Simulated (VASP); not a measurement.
# Geometry relaxation, with input and output: GeSe (part 1 of 4)

The run: geometry relaxation of GeSe (8 atoms in the cell). Method and program: Kohn-Sham DFT of a periodic cell, PBE with D3(BJ), VASP PAW PBE potentials, recommended, no spin polarisation (VASP 6.6.1).

The structure derives from an entry of the Crystallography Open Database.

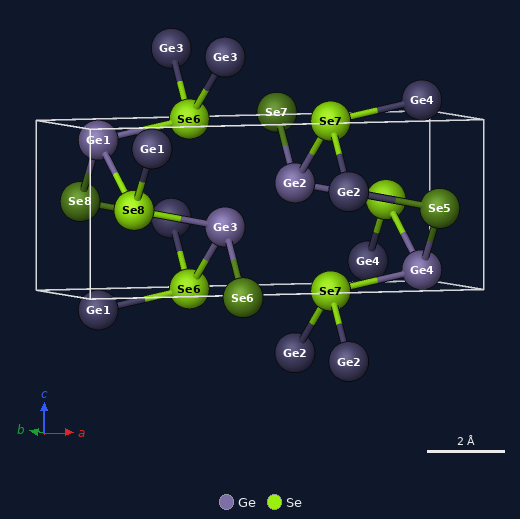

*The starting structure (ball-and-stick view of the cell of the calculation, seen at an oblique angle; neighbours outside the cell are drawn fainter; atoms are numbered from 1 in the order of the input).*

Near neighbours in the crystal (not all of them lie inside the picture): Ge has 3 Se at 2.59 to 2.60 Å; Se has 3 Ge at 2.59 to 2.60 Å.

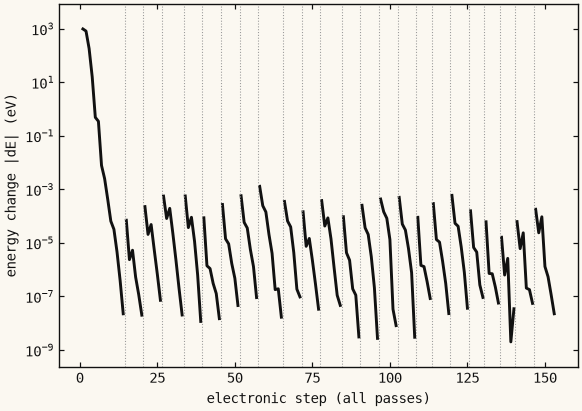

*Convergence of the self-consistent field: energy change |dE| against the electronic step. Each stretch between dotted lines is the SCF of one geometry step of a relaxation.*

The 24 ionic steps take 5 to 14 electronic steps each.

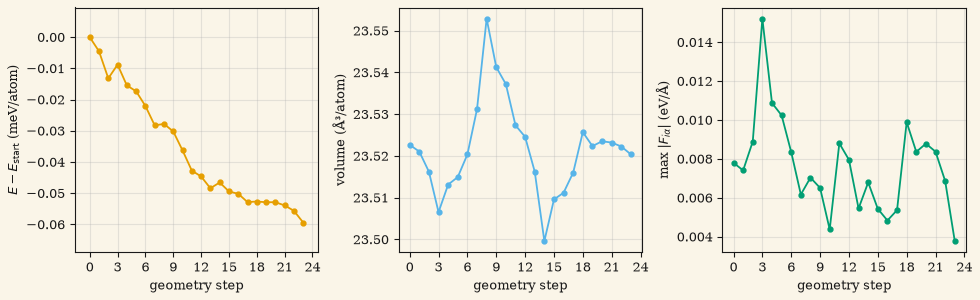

*Progress of the relaxation, step by step (steps are counted from 0).*

The largest moves relative to the cell, 0.014 Å, are those of Se5, Se6, Se7 and Se8. Largest moves by element: Se 0.014 Å, Ge 0.011 Å. The space group stays Pnma (No. 62). The energy falls by 0.1 meV per atom in 23 geometry steps. The largest force component goes from 0.0078 to 0.0038 eV/Å. (Atoms are counted from 1 in the order of the input.)

These pictures come from the run below.

INCAR:
```
PREC     = Accurate       # precision mode
ENCUT    = 600            # plane-wave cutoff, eV
EDIFF    = 1E-7           # SCF threshold, eV
ISMEAR   = 0              # smearing method
SIGMA    = 0.03           # smearing width, eV
LREAL    = F              # projectors in reciprocal space
LASPH    = T              # aspherical terms in the spheres
NELM     = 80             # most SCF steps
ALGO     = Normal         # electronic algorithm
ISIF     = 3              # what is computed and relaxed
LWAVE    = F              # write WAVECAR
LCHARG   = F              # write CHGCAR
GGA      = PE             # functional
IVDW     = 12             # dispersion correction
IBRION   = 2              # ionic algorithm
NSW      = 90             # ionic steps
EDIFFG   = -0.005         # ionic threshold
KPAR     = 8
```

KPOINTS:
```
regular mesh
0
Gamma
  4 8 6
```

POSCAR:
```
GeSe                                    
1.0
   10.9599432066      0.0000000000      0.0000000000
    0.0000000000      3.8817305362     -0.0000000000
    0.0000000000     -0.0000000000      4.4232625829
  Ge              Se            
     4     4
Direct
     0.1229283764845039    0.7500000000000000    0.8900989593529866
     0.6229283764845042    0.7500000000000000    0.6099010406470134
     0.3770716235154962    0.2500000000000000    0.3900989593529867
     0.8770716235154958    0.2500000000000000    0.1099010406470133
     0.8545041563528211    0.7500000000000000    0.4986285406692339
     0.3545041563528214    0.7500000000000000    0.0013714593307662
     0.6454958436471789    0.2500000000000000    0.9986285406692338
     0.1454958436471787    0.2500000000000000    0.5013714593307662
```

Launch command:
```bash
cat potpaw_PBE.64/Ge_d/POTCAR potpaw_PBE.64/Se/POTCAR > POTCAR
mpirun -np 8 vasp_std > vasp.out
```

OSZICAR:
```
N       E                     dE             d eps       ncg     rms          rms(c)
DAV:   1     0.987829031272E+03    0.98783E+03   -0.39383E+04  7312   0.381E+03
DAV:   2     0.165017394079E+03   -0.82281E+03   -0.79122E+03  5768   0.110E+03
DAV:   3    -0.177624386389E+02   -0.18278E+03   -0.17449E+03  6584   0.247E+02
DAV:   4    -0.337238049752E+02   -0.15961E+02   -0.15684E+02  7000   0.783E+01
DAV:   5    -0.342156256462E+02   -0.49182E+00   -0.49051E+00  6664   0.146E+01    0.660E+00
DAV:   6    -0.338650601858E+02    0.35057E+00   -0.77639E-01  7984   0.482E+00    0.408E+00
DAV:   7    -0.338571835328E+02    0.78767E-02   -0.30107E-01  7328   0.203E+00    0.112E+00
DAV:   8    -0.338546557189E+02    0.25278E-02   -0.33503E-02  7696   0.141E+00    0.219E-01
DAV:   9    -0.338550841443E+02   -0.42843E-03   -0.43821E-03  7008   0.510E-01    0.814E-02
DAV:  10    -0.338551494534E+02   -0.65309E-04   -0.38128E-04  6600   0.101E-01    0.329E-02
DAV:  11    -0.338551817675E+02   -0.32314E-04   -0.64271E-05  7600   0.575E-02    0.122E-02
DAV:  12    -0.338551771662E+02    0.46013E-05   -0.14785E-05  7248   0.199E-02    0.327E-03
DAV:  13    -0.338551775648E+02   -0.39853E-06   -0.23868E-06  5936   0.818E-03    0.116E-03
DAV:  14    -0.338551775422E+02    0.22581E-07   -0.16838E-07  4568   0.309E-03
   1 F= -.36718676E+02 E0= -.36718676E+02  d E =-.367187E+02
       N       E                     dE             d eps       ncg     rms          rms(c)
DAV:   1    -0.338551070388E+02    0.70526E-04   -0.50094E-03  6680   0.367E-01    0.256E-02
DAV:   2    -0.338551094196E+02   -0.23808E-05   -0.14847E-04  8424   0.115E-01    0.152E-02
DAV:   3    -0.338551040765E+02    0.53430E-05   -0.74349E-06  8936   0.268E-02    0.645E-03
DAV:   4    -0.338551035460E+02    0.53050E-06   -0.39670E-06  7664   0.145E-02    0.119E-03
DAV:   5    -0.338551036629E+02   -0.11690E-06   -0.85653E-07  6000   0.103E-02    0.665E-04
DAV:   6    -0.338551036830E+02   -0.20056E-07   -0.17901E-08  3512   0.139E-03
   2 F= -.36718712E+02 E0= -.36718712E+02  d E =-.362202E-04
       N       E                     dE             d eps       ncg     rms          rms(c)
DAV:   1    -0.338548755078E+02    0.22816E-03   -0.45055E-02  6616   0.110E+00    0.768E-02
DAV:   2    -0.338548963647E+02   -0.20857E-04   -0.13344E-03  8400   0.346E-01    0.456E-02
DAV:   3    -0.338548476155E+02    0.48749E-04   -0.66358E-05  9032   0.811E-02    0.193E-02
DAV:   4    -0.338548420537E+02    0.55618E-05   -0.35678E-05  7768   0.439E-02    0.357E-03
DAV:   5    -0.338548427300E+02   -0.67631E-06   -0.76533E-06  6432   0.306E-02    0.202E-03
DAV:   6    -0.338548428020E+02   -0.72010E-07   -0.14290E-07  3944   0.394E-03
   3 F= -.36718781E+02 E0= -.36718781E+02  d E =-.105543E-03
       N       E                     dE             d eps       ncg     rms          rms(c)
DAV:   1    -0.338542809819E+02    0.56175E-03   -0.18014E-01  6616   0.220E+00    0.154E-01
DAV:   2    -0.338543629081E+02   -0.81926E-04   -0.53247E-03  8416   0.695E-01    0.912E-02
DAV:   3    -0.338541668905E+02    0.19602E-03   -0.26634E-04  9064   0.165E-01    0.386E-02
DAV:   4    -0.338541440028E+02    0.22888E-04   -0.14367E-04  7864   0.889E-02    0.715E-03
DAV:   5    -0.338541463093E+02   -0.23065E-05   -0.30116E-05  6416   0.600E-02    0.403E-03
DAV:   6    -0.338541465099E+02   -0.20062E-06   -0.72250E-07  6720   0.769E-03    0.176E-03
DAV:   7    -0.338541465302E+02   -0.20344E-07   -0.11634E-07  3344   0.300E-03
   4 F= -.36718746E+02 E0= -.36718746E+02  d E =-.704146E-04
       N       E                     dE             d eps       ncg     rms          rms(c)
DAV:   1    -0.338547146830E+02   -0.56817E-03   -0.83806E-02  6608   0.151E+00    0.105E-01
DAV:   2    -0.338547521441E+02   -0.37461E-04   -0.24865E-03  8208   0.458E-01    0.621E-02
DAV:   3    -0.338546612762E+02    0.90868E-04   -0.12959E-04  8528   0.106E-01    0.263E-02
DAV:   4    -0.338546497608E+02    0.11515E-04   -0.67150E-05  7304   0.566E-02    0.485E-03
DAV:   5    -0.338546503965E+02   -0.63568E-06   -0.14295E-05  6424   0.417E-02    0.276E-03
DAV:   6    -0.338546503848E+02    0.11700E-07   -0.25789E-07  4816   0.514E-03
   5 F= -.36718799E+02 E0= -.36718799E+02  d E =-.123707E-03
       N       E                     dE             d eps       ncg     rms          rms(c)
DAV:   1    -0.338547372875E+02   -0.86891E-04   -0.87914E-04  8008   0.173E-01    0.126E-02
DAV:   2    -0.338547358848E+02    0.14027E-05   -0.20924E-05  7432   0.325E-02    0.635E-03
DAV:   3    -0.338547347811E+02    0.11037E-05   -0.18149E-06  7312   0.108E-02    0.236E-03
DAV:   4    -0.338547344733E+02    0.30781E-06   -0.16996E-07  3752   0.288E-03    0.869E-04
DAV:   5    -0.338547343447E+02    0.12862E-06   -0.50870E-08  3112   0.173E-03    0.270E-04
DAV:   6    -0.338547343298E+02    0.14868E-07   -0.15254E-08  3096   0.108E-03
   6 F= -.36718814E+02 E0= -.36718814E+02  d E =-.150206E-04
       N       E                     dE             d eps       ncg     rms          rms(c)
DAV:   1    -0.338550079984E+02   -0.27365E-03   -0.79387E-03  8072   0.522E-01    0.376E-02
DAV:   2    -0.338549937573E+02    0.14241E-04   -0.18370E-04  7432   0.960E-02    0.191E-02
DAV:   3    -0.338549845173E+02    0.92400E-05   -0.16106E-05  7288   0.325E-02    0.710E-03
DAV:   4    -0.338549828150E+02    0.17023E-05   -0.17908E-06  6576   0.868E-03    0.268E-03
DAV:   5    -0.338549823361E+02    0.47889E-06   -0.29410E-07  4520   0.267E-03    0.894E-04
DAV:   6    -0.338549822901E+02    0.45995E-07   -0.59917E-08  3264   0.314E-03
   7 F= -.36718852E+02 E0= -.36718852E+02  d E =-.527571E-04
       N       E                     dE             d eps       ncg     rms          rms(c)
DAV:   1    -0.338555628552E+02   -0.58052E-03   -0.31775E-02  8112   0.104E+00    0.750E-02
DAV:   2    -0.338555041614E+02    0.58694E-04   -0.72862E-04  7424   0.192E-01    0.382E-02
DAV:   3    -0.338554679802E+02    0.36181E-04   -0.64141E-05  7256   0.649E-02    0.142E-02
DAV:   4    -0.338554622446E+02    0.57356E-05   -0.71997E-06  7456   0.174E-02    0.532E-03
DAV:   5    -0.338554609240E+02    0.13206E-05   -0.11570E-06  5440   0.498E-03    0.185E-03
DAV:   6    -0.338554608330E+02    0.91002E-07   -0.16465E-07  3608   0.496E-03
   8 F= -.36718902E+02 E0= -.36718902E+02  d E =-.102367E-03
       N       E                     dE             d eps       ncg     rms          rms(c)
DAV:   1    -0.338567634387E+02   -0.13025E-02   -0.12735E-01  8208   0.210E+00    0.150E-01
DAV:   2    -0.338565176113E+02    0.24583E-03   -0.28246E-03  7400   0.379E-01    0.764E-02
DAV:   3    -0.338563738356E+02    0.14378E-03   -0.25495E-04  7240   0.130E-01    0.282E-02
DAV:   4    -0.338563530802E+02    0.20755E-04   -0.28745E-05  7448   0.348E-02    0.106E-02
DAV:   5    -0.338563489794E+02    0.41008E-05   -0.46868E-06  6808   0.998E-03    0.374E-03
DAV:   6    -0.338563487986E+02    0.18080E-06   -0.69815E-07  6440   0.933E-03    0.187E-03
DAV:   7    -0.338563486051E+02    0.19351E-06   -0.38941E-08  3416   0.194E-03    0.415E-04
DAV:   8    -0.338563485883E+02    0.16842E-07   -0.85562E-09  3320   0.917E-04
   9 F= -.36718898E+02 E0= -.36718898E+02  d E =-.986572E-04
       N       E                     dE             d eps       ncg     rms          rms(c)
DAV:   1    -0.338559942675E+02    0.35434E-03   -0.36323E-02  7904   0.111E+00    0.808E-02
DAV:   2    -0.338559284157E+02    0.65852E-04   -0.88884E-04  7416   0.209E-01    0.408E-02
DAV:   3    -0.338558887064E+02    0.39709E-04   -0.74103E-05  7360   0.688E-02    0.154E-02
DAV:   4    -0.338558843245E+02    0.43819E-05   -0.82533E-06  7456   0.183E-02    0.572E-03
DAV:   5    -0.338558841369E+02    0.18769E-06   -0.13250E-06  5480   0.538E-03    0.198E-03
DAV:   6    -0.338558842333E+02   -0.96481E-07   -0.17449E-07  3696   0.503E-03
  10 F= -.36718917E+02 E0= -.36718917E+02  d E =-.117964E-03
       N       E                     dE             d eps       ncg     rms          rms(c)
DAV:   1    -0.338557381388E+02    0.14600E-03   -0.13116E-02  6376   0.617E-01    0.448E-02
DAV:   2    -0.338557456235E+02   -0.74847E-05   -0.45783E-04  7864   0.189E-01    0.260E-02
DAV:   3    -0.338557308972E+02    0.14726E-04   -0.23442E-05  8968   0.440E-02    0.115E-02
DAV:   4    -0.338557286322E+02    0.22650E-05   -0.97100E-06  7552   0.209E-02    0.210E-03
DAV:   5    -0.338557289242E+02   -0.29193E-06   -0.24100E-06  6432   0.167E-02    0.123E-03
DAV:   6    -0.338557289576E+02   -0.33464E-07   -0.43836E-08  3488   0.203E-03
  11 F= -.36718966E+02 E0= -.36718966E+02  d E =-.485703E-04
       N       E                     dE             d eps       ncg     rms          rms(c)
DAV:   1    -0.338553467139E+02    0.38221E-03   -0.76480E-02  6376   0.149E+00    0.108E-01
DAV:   2    -0.338553895494E+02   -0.42835E-04   -0.26629E-03  7824   0.452E-01    0.629E-02
DAV:   3    -0.338553032117E+02    0.86338E-04   -0.13788E-04  8904   0.105E-01    0.279E-02
DAV:   4    -0.338552889667E+02    0.14245E-04   -0.56347E-05  7552   0.502E-02    0.509E-03
DAV:   5    -0.338552901668E+02   -0.12002E-05   -0.13891E-05  6456   0.400E-02    0.299E-03
DAV:   6    -0.338552902781E+02   -0.11120E-06   -0.29192E-07  4760   0.485E-03    0.125E-03
DAV:   7    -0.338552903245E+02   -0.46452E-07   -0.89791E-08  3344   0.275E-03
  12 F= -.36719018E+02 E0= -.36719018E+02  d E =-.100464E-03
       N       E                     dE             d eps       ncg     rms          rms(c)
DAV:   1    -0.338551949991E+02    0.95279E-04   -0.77696E-04  7688   0.178E-01    0.200E-02
DAV:   2    -0.338551907111E+02    0.42880E-05   -0.45257E-05  6816   0.504E-02    0.105E-02
DAV:   3    -0.338551884485E+02    0.22626E-05   -0.44179E-06  7424   0.186E-02    0.413E-03
DAV:   4    -0.338551882555E+02    0.19300E-06   -0.76533E-07  6432   0.577E-03    0.128E-03
DAV:   5    -0.338551883677E+02   -0.11221E-06   -0.10312E-07  3200   0.254E-03    0.370E-04
DAV:   6    -0.338551883708E+02   -0.30832E-08   -0.22578E-08  3048   0.144E-03
  13 F= -.36719033E+02 E0= -.36719033E+02  d E =-.148666E-04
       N       E                     dE             d eps       ncg     rms          rms(c)
DAV:   1    -0.338549332322E+02    0.25514E-03   -0.70055E-03  7672   0.537E-01    0.601E-02
DAV:   2    -0.338548963927E+02    0.36840E-04   -0.40846E-04  6824   0.151E-01    0.315E-02
DAV:   3    -0.338548756283E+02    0.20764E-04   -0.39779E-05  7368   0.558E-02    0.124E-02
DAV:   4    -0.338548725841E+02    0.30442E-05   -0.68977E-06  6776   0.173E-02    0.384E-03
DAV:   5    -0.338548727965E+02   -0.21236E-06   -0.11100E-06  6544   0.757E-03    0.137E-03
DAV:   6    -0.338548727992E+02   -0.27248E-08   -0.72999E-08  3248   0.319E-03
  14 F= -.36719063E+02 E0= -.36719063E+02  d E =-.451746E-04
       N       E                     dE             d eps       ncg     rms          rms(c)
DAV:   1    -0.338544358128E+02    0.43698E-03   -0.28022E-02  7672   0.107E+00    0.120E-01
DAV:   2    -0.338542899246E+02    0.14589E-03   -0.16358E-03  6832   0.303E-01    0.630E-02
DAV:   3    -0.338542062981E+02    0.83626E-04   -0.15909E-04  7312   0.112E-01    0.248E-02
DAV:   4    -0.338541928588E+02    0.13439E-04   -0.27764E-05  6736   0.348E-02    0.768E-03
DAV:   5    -0.338541928922E+02   -0.33400E-07   -0.44107E-06  7016   0.150E-02    0.274E-03
DAV:   6    -0.338541929003E+02   -0.81709E-08   -0.31320E-07  5272   0.634E-03
  15 F= -.36719048E+02 E0= -.36719048E+02  d E =-.302942E-04
       N       E                     dE             d eps       ncg     rms          rms(c)
DAV:   1    -0.338546973161E+02   -0.50442E-03   -0.10055E-02  7672   0.644E-01    0.721E-02
DAV:   2    -0.338546467506E+02    0.50565E-04   -0.58459E-04  6824   0.181E-01    0.377E-02
DAV:   3    -0.338546165329E+02    0.30218E-04   -0.57153E-05  7368   0.669E-02    0.148E-02
DAV:   4    -0.338546104205E+02    0.61124E-05   -0.98016E-06  6824   0.206E-02    0.459E-03
DAV:   5    -0.338546096445E+02    0.77597E-06   -0.16065E-06  6736   0.915E-03    0.163E-03
DAV:   6    -0.338546096415E+02    0.29995E-08   -0.10404E-07  3312   0.381E-03
  16 F= -.36719071E+02 E0= -.36719071E+02  d E =-.532755E-04
       N       E                     dE             d eps       ncg     rms          rms(c)
DAV:   1    -0.338547002894E+02   -0.90645E-04   -0.40619E-04  7664   0.122E-01    0.140E-02
DAV:   2    -0.338546988378E+02    0.14516E-05   -0.21735E-05  6920   0.407E-02    0.754E-03
DAV:   3    -0.338546975334E+02    0.13045E-05   -0.22343E-06  7192   0.133E-02    0.288E-03
DAV:   4    -0.338546971749E+02    0.35849E-06   -0.54672E-07  5848   0.507E-03    0.843E-04
DAV:   5    -0.338546970907E+02    0.84145E-07   -0.56216E-08  3056   0.181E-03
  17 F= -.36719077E+02 E0= -.36719077E+02  d E =-.606722E-05
       N       E                     dE             d eps       ncg     rms          rms(c)
DAV:   1    -0.338549934153E+02   -0.29624E-03   -0.36704E-03  7664   0.367E-01    0.420E-02
DAV:   2    -0.338549800331E+02    0.13382E-04   -0.19699E-04  6904   0.122E-01    0.226E-02
DAV:   3    -0.338549693072E+02    0.10726E-04   -0.19968E-05  7160   0.396E-02    0.877E-03
DAV:   4    -0.338549672568E+02    0.20504E-05   -0.50051E-06  6816   0.150E-02    0.257E-03
DAV:   5    -0.338549669491E+02    0.30777E-06   -0.56120E-07  5256   0.525E-03    0.905E-04
DAV:   6    -0.338549669261E+02    0.22997E-07   -0.10236E-07  3288   0.376E-03
  18 F= -.36719098E+02 E0= -.36719098E+02  d E =-.272846E-04
       N       E                     dE             d eps       ncg     rms          rms(c)
DAV:   1    -0.338555656539E+02   -0.59870E-03   -0.14690E-02  7664   0.734E-01    0.840E-02
DAV:   2    -0.338555114011E+02    0.54253E-04   -0.78909E-04  6888   0.244E-01    0.453E-02
DAV:   3    -0.338554693952E+02    0.42006E-04   -0.79604E-05  7176   0.791E-02    0.176E-02
DAV:   4    -0.338554623573E+02    0.70380E-05   -0.19965E-05  6776   0.300E-02    0.513E-03
DAV:   5    -0.338554615538E+02    0.80352E-06   -0.23247E-06  6816   0.105E-02    0.186E-03
DAV:   6    -0.338554615174E+02    0.36400E-07   -0.39612E-07  5232   0.703E-03
  19 F= -.36719097E+02 E0= -.36719097E+02  d E =-.258289E-04
       N       E                     dE             d eps       ncg     rms          rms(c)
DAV:   1    -0.338553032938E+02    0.15826E-03   -0.17400E-03  7656   0.252E-01    0.290E-02
DAV:   2    -0.338552965185E+02    0.67753E-05   -0.93194E-05  6888   0.844E-02    0.156E-02
DAV:   3    -0.338552919672E+02    0.45513E-05   -0.95113E-06  7144   0.273E-02    0.599E-03
DAV:   4    -0.338552916969E+02    0.27033E-06   -0.23689E-06  6840   0.104E-02    0.176E-03
DAV:   5    -0.338552917888E+02   -0.91964E-07   -0.25348E-07  4408   0.360E-03
```
